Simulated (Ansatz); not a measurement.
**B4N3 (slab): density, localisation and related maps**

Input

```
crystal:
  lattice:
    - [2.506438148, 0.0, 0.0]
    - [-1.253219074, 2.1706391092, 0.0]
    - [0.0, 0.0, 25.616846055]
  atoms:
    - { symbol: B, position: [0.3333333333, 0.6666666667, 0.3318129008] }
    - { symbol: "N", position: [0.6666666667, 0.3333333333, 0.3318129008] }
    - { symbol: B, position: [0.6666666667, 0.3333333333, 0.4609631881] }
    - { symbol: "N", position: [0.3333333333, 0.6666666667, 0.4609631881] }
    - { symbol: B, position: [0.3333333333, 0.6666666667, 0.5901134754] }
    - { symbol: "N", position: [0.6666666667, 0.3333333333, 0.5901134754] }
    - { symbol: B, position: [0.6666666667, 0.3333333333, 0.6510109019], spin: 1.0 }
basis:
  ecutwfc: 420
kpoints:
  mp_grid: { grid: [12, 12, 1] }
hamiltonian:
  xc: pbe
  dispersion: d3bj
scf:
  occupations: { method: gaussian, width: 0.05 }
output:
  forces: true
  eigenvalues: true
  populations: true
  write_density: true
  write_potential: true
  elf: true
  volumetric_format: npy
magnetization:
  spin_polarized: true
relax:
  adjacent_minimum: "off"
  f_tol: 0.03
  max_steps: 70
  constraints: [{ sites: [0, 1] }]
efield:
  axis: 3
  dipole_correction: true
  ramp_width: 0.04
```

Launched as:

```sh
ansatz run input.yaml --threads 1 --pin off --max-ram 2560MiB --backend cpu --events-out ev --progress --plain --runs-dir out
```

The fields are those of the relaxed geometry.

The program warned that a starting moment wasn't kept; spin-polarised, but the moments vanished.

Computed with Ansatz 0.2.0, DFT PBE+D3(BJ), scalar-relativistic, plane waves, PAW.

In a PAW calculation such maps are meaningful between the atoms, not at the nuclei.

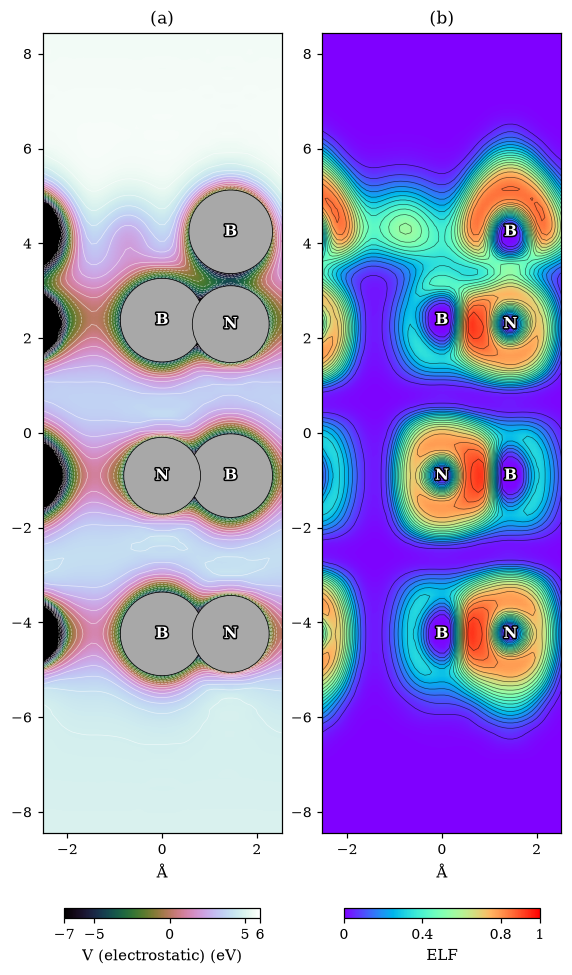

Figure 1. (a) electrostatic potential energy of an electron; (b) ELF on the (110) plane of the calculation cell, a cut from vacuum to vacuum. Grey discs cover the atomic cores in the potential map.

### What do the fields say about this system?

The plane passes through B and N nuclei. B–N (1.45 Å): the ELF peaks at about 0.95 between the atoms.

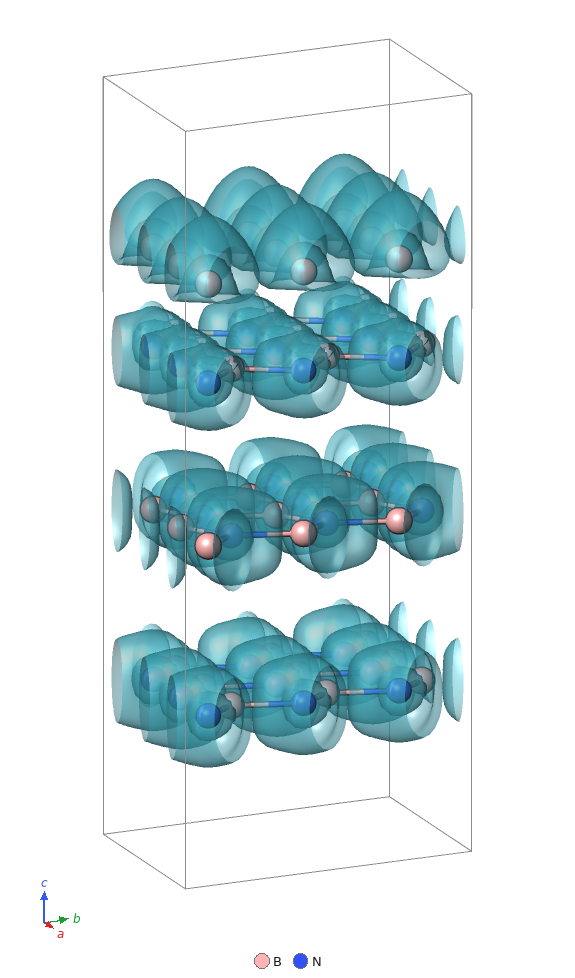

Figure 2. Isosurface of the ELF at 0.7 (cyan), seen slightly off an axis. Core shells and regions of very low density are left out. Sticks mark near contacts.

### Describe the localisation domains.

At this value the surface marks out three regions on N in which the atom's valence shell and bonds are merged and one ring or bowl of non-bonding electrons around B, counted in one cell of 7 atoms. Counts are for one cell; the picture repeats the cell along the surface.

### Does the calculation give a band gap?

It is metallic or semimetallic at this level of theory: no gap opens.
